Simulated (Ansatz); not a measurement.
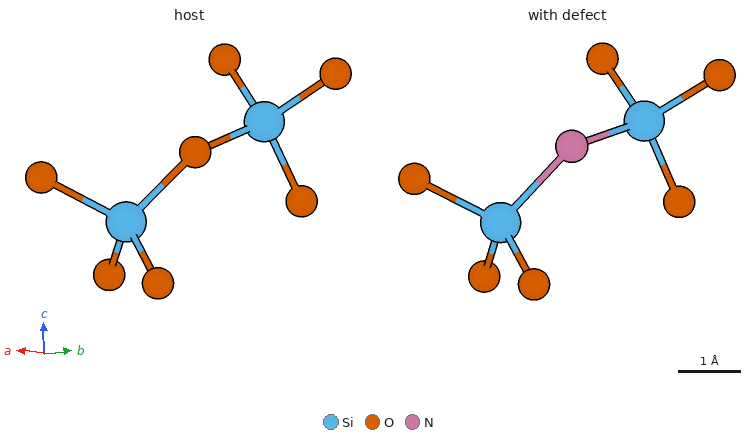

Left: perfect SiO2. Right: the same region with one point defect, after relaxing the atoms in a supercell of 72 sites. Style: ball-and-stick. Shown: the atoms within 3.3 Å of one point, from a free direction.

Level of theory: DFT, PBEsol, PAW, plane waves in Ansatz 0.2.0. (plane-wave cutoff 420 eV; k-point mesh 1 × 1 × 1; mesh shifted by (0.25, 0.25, 0.25); collinear spin) Fermi-Dirac smearing of 0.01 eV. The axes drawn are those of the host's conventional cell.

> What kind of defect was made?

An oxygen atom is replaced by nitrogen.

The charge state of the cell is 0.

> What does the relaxation do around it?

In the host the O atom has 2 Si at 1.62 Å; the N atom ends with 2 Si at 1.71 Å. Of the host's atoms, an oxygen atom moves furthest from its site, by 0.11 Å. The N atom itself moves 0.16 Å from where it was put. The cell's net moment is 1.00 μB.
